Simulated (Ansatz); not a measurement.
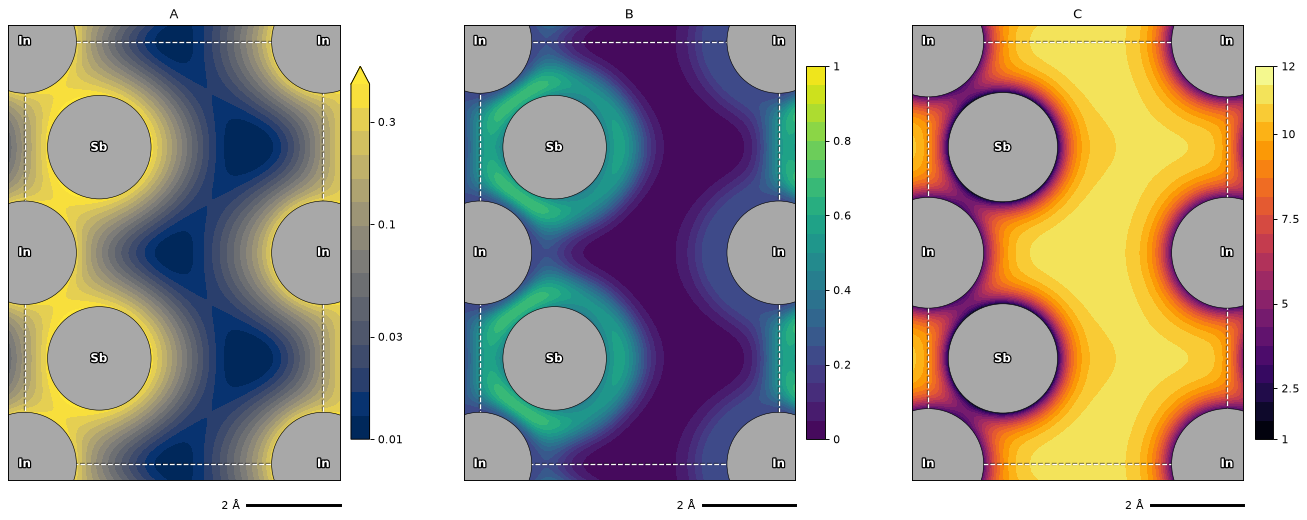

InSb: 3 fields on the (101) plane of the conventional cell, with unlabelled colour scales. Grey discs cover the atomic cores.

Space group F-43m; a generated structure, not necessarily the stable one.

The calculation used DFT r2SCAN, spin-orbit coupling, plane waves, PAW in Ansatz.

Question: Match the panels to the quantities (electron localisation function, electrostatic potential energy of an electron and valence pseudo-density).

Answer: Panel A: valence pseudo-density. Panel B: electron localisation function. Panel C: electrostatic potential energy of an electron (low next to the atoms, rising into the space between them). From the grid: In–Sb (2.81 Å): ρ is about 0.37 e/Å³ halfway; the ELF peaks at about 0.70 between the atoms.
